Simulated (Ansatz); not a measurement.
# AlNi3 (interface cell): what the fields show

The calculation's input:

```
crystal:
  lattice:
    - [3.5666788375, 0.0, 0.0]
    - [0.0, 3.5666788375, 0.0]
    - [0.0, 0.0, 14.2667153499]
  atoms:
    - { symbol: Al, position: [0.0, 0.0, 0.0] }
    - { symbol: Ni, position: [0.0, 0.5, 0.125], spin: 0.3 }
    - { symbol: Ni, position: [0.5, 0.0, 0.125], spin: 0.3 }
    - { symbol: Ni, position: [0.5, 0.5, 0.0], spin: 0.3 }
    - { symbol: Al, position: [0.0, 0.0, 0.25] }
    - { symbol: Ni, position: [0.0, 0.5, 0.375], spin: 0.3 }
    - { symbol: Ni, position: [0.5, 0.0, 0.375], spin: 0.3 }
    - { symbol: Ni, position: [0.5, 0.5, 0.25], spin: 0.3 }
    - { symbol: Ni, position: [0.0, 0.0, 0.5], spin: 0.3 }
    - { symbol: Ni, position: [0.0, 0.5, 0.625], spin: 0.3 }
    - { symbol: Al, position: [0.5, 0.0, 0.625] }
    - { symbol: Ni, position: [0.5, 0.5, 0.5], spin: 0.3 }
    - { symbol: Ni, position: [0.0, 0.0, 0.75], spin: 0.3 }
    - { symbol: Ni, position: [0.0, 0.5, 0.875], spin: 0.3 }
    - { symbol: Al, position: [0.5, 0.0, 0.875] }
    - { symbol: Ni, position: [0.5, 0.5, 0.75], spin: 0.3 }
basis:
  ecutwfc: 420
kpoints:
  mp_grid: { grid: [10, 10, 3] }
hamiltonian:
  xc: pbe
scf:
  occupations: { method: gaussian, width: 0.1 }
  lower_state_search: "off"
output:
  forces: true
  stress: true
  eigenvalues: true
  populations: true
  write_density: true
  write_potential: true
  elf: true
  volumetric_format: npy
magnetization:
  spin_polarized: true
relax:
  adjacent_minimum: "off"
  f_tol: 0.02
  max_steps: 45
  cell: { fix: [a, b, alpha, beta, gamma], stress_tol: 0.1 }
```

Launched as:

```sh
ansatz run input.yaml --threads 4 --pin off --max-ram 12288MiB --backend cpu --events-out ev --progress --plain --runs-dir out
```

The fields are those of the relaxed geometry.

Spin-polarised.

The calculation used DFT PBE, scalar-relativistic, plane waves, PAW (Ansatz).

Core electrons are frozen (PAW), and the valence fields are smoothed inside the atomic spheres.

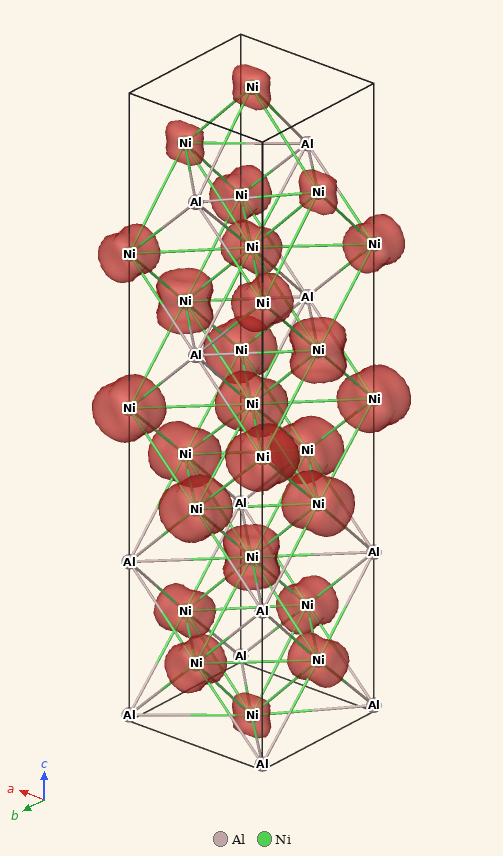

Figure 1. Isosurfaces of the spin density (up minus down) at +0.05 (red) and −0.05 e/Å³ (blue), seen at an oblique angle. Sticks mark near contacts.

Describe the spin distribution.

Answer. The spin density sits on Ni: +0.3 μB (×4) in one cell of 16 atoms: parallel moments (a ferromagnetic arrangement) in this solution. The cell of the calculation (16 atoms) carries 2.3 μB of net spin moment. Only one sign reaches the isovalue.

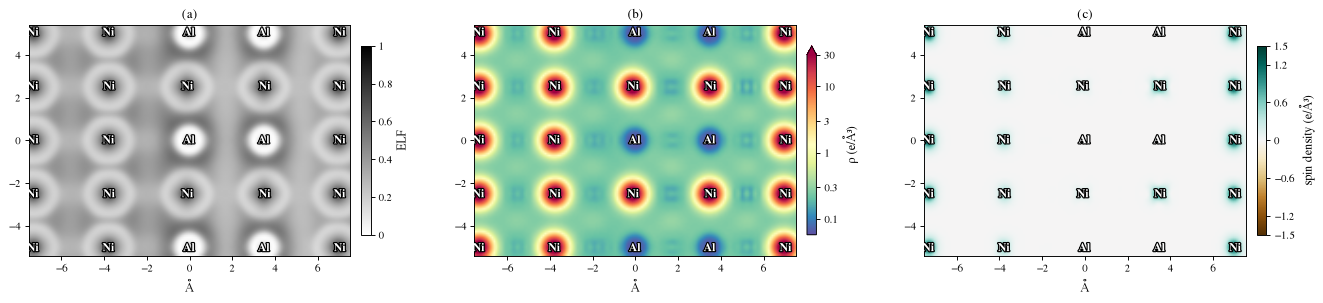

Figure 2. (a) electron localisation function; (b) valence pseudo-density; (c) magnetisation density (up minus down) on the (110) plane of the calculation cell.

What does the map show?

Answer. Atoms in the plane: Al and Ni.
Al–Ni (2.52 Å): ρ at the midpoint is about 0.29 e/Å³; the ELF is about 0.40 at the midpoint.
Ni–Ni (2.52 Å): ρ at the midpoint is about 0.31 e/Å³; the ELF is about 0.25 at the midpoint; no localised pair shows between them.
Between the atoms the lowest density in this plane is 0.15 e/Å³.
The features right at Ni lie inside the PAW spheres, where the map follows smoothed inner orbitals and isn't to be read closely.

Does the calculation give a band gap?

Answer. It is gapless in this calculation (a metal or semimetal).
